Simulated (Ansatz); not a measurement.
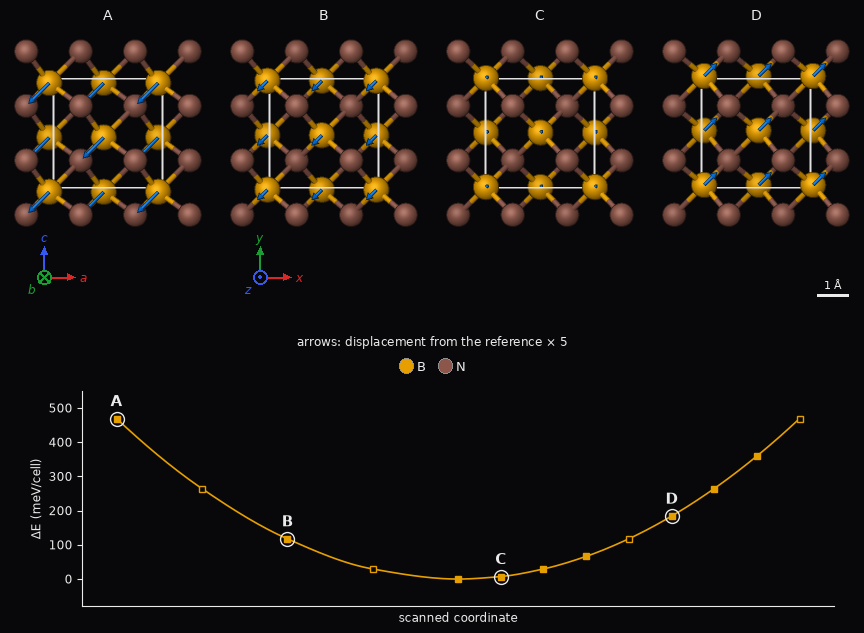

A scan of a crystal of BN (F-43m) along one coordinate. Hollow markers are points alike by symmetry, not computed again. A ball-and-stick model of the conventional cell (4 times the calculation's cell), seen along the b axis. Blue arrows: displacements from the reference. Lengths and directions refer to the drawn axes.

Computed with DFT PBE, scalar-relativistic, plane waves, PAW (Ansatz 0.2.0). Set-up: plane-wave cutoff 420 eV; k-point mesh 12 × 12 × 12; occupations gaussian; smearing width 0.05 eV; no spin polarisation. Energies (free energies at the smearing named) are counted from the cell as listed in its source, which wasn't relaxed.

Question: What is being scanned?

Answer: The whole B sublattice is shifted rigidly, along Cartesian [1 1 0], all else fixed. In the frames the displacement is −0.20 Å (A), −0.10 Å (B), 0.025 Å (C), 0.125 Å (D). The lowest computed point lies at the displacement 0.00 Å (0 meV/cell). The end points stand at 469 meV/cell (−0.20 Å) and 469 meV/cell (0.20 Å). The curvature at zero is about 24 eV/Å² per cell. The well is symmetric. At the highest point the shortest interatomic distance is 1.41 Å, against 1.57 Å in the reference. The distortion takes the space group from F-43m to Cm.
